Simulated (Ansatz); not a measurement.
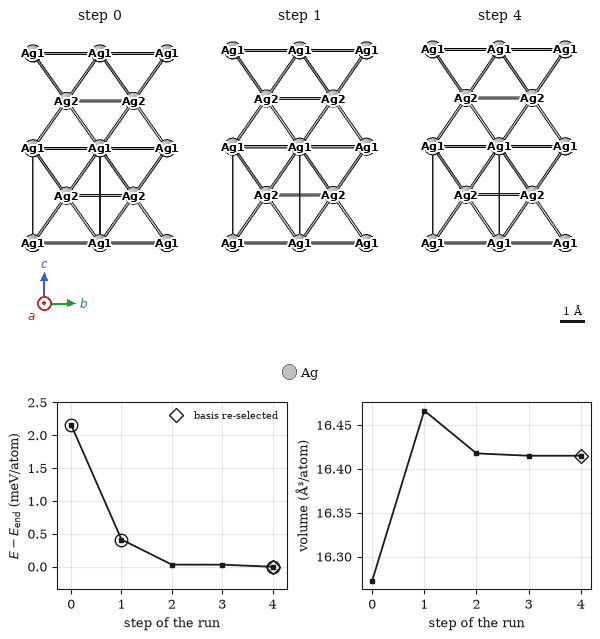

Frames of a relaxation of solid Ag (set up in Immm), marked on the history of the run. Style: ball-and-stick. Shown: the cell of the calculation, repeated 1 × 2 × 2 with one cell outlined, along the a axis.

Case: uniaxial strain along a of -4.5 %; b, c and atoms relaxed.

All numbers below come from Ansatz 0.2.0, DFT PBEsol, scalar-relativistic, plane waves, PAW. Set-up: plane-wave cutoff 420 eV; k-point mesh 18 × 18 × 14; occupations gaussian; smearing width 0.1 eV; no spin polarisation; cell relaxed at fixed a, angles; force threshold 0.008 eV/Å; at most 40 steps.

Question: What happens along the run?

Answer: After 3 accepted moves (4 points after the start) the energy has fallen by 2.2 meV per atom. All forces vanish by symmetry, so only the cell relaxes. The pressure goes from 3.40 to 2.21 GPa. The SCF was repeated once at an unchanged geometry on a basis and grid sized afresh for the cell, which shifted the energy by less than 0.05 meV per atom at most. The atoms keep their places relative to the cell (all moves are under 0.005 Å). The volume changes by +0.9 %, with a unchanged at 2.738 Å, b 2.899 → 2.864 Å (−1.2 %), c 4.100 → 4.186 Å (+2.1 %). Among the contacts that change: Ag1–Ag1 2.899 → 2.864 Å, Ag1–Ag2 2.860 → 2.882 Å. The space group stays Immm (No. 71). The run took 59 s on 1 thread of Intel(R) Xeon(R) 6975P-C (Granite Rapids), on a shared host, peak memory 0.75 GiB. From step 0 to 1: volume +1.2 %, energy −1.7 meV per atom. From step 1 to 4: volume −0.3 %, energy −0.4 meV per atom.

| step | E − E(0), meV/atom | pressure, GPa | volume, Å³/atom | note |
| --- | --- | --- | --- | --- |
| 0 | 0.00 | 3.40 | 16.272 |  |
| 1 | -1.75 | 1.86 | 16.466 |  |
| 2 | -2.13 | 2.19 | 16.418 |  |
| 3 | -2.13 | 2.21 | 16.415 |  |
| 4 | -2.16 | 2.21 | 16.415 | same geometry, new basis |
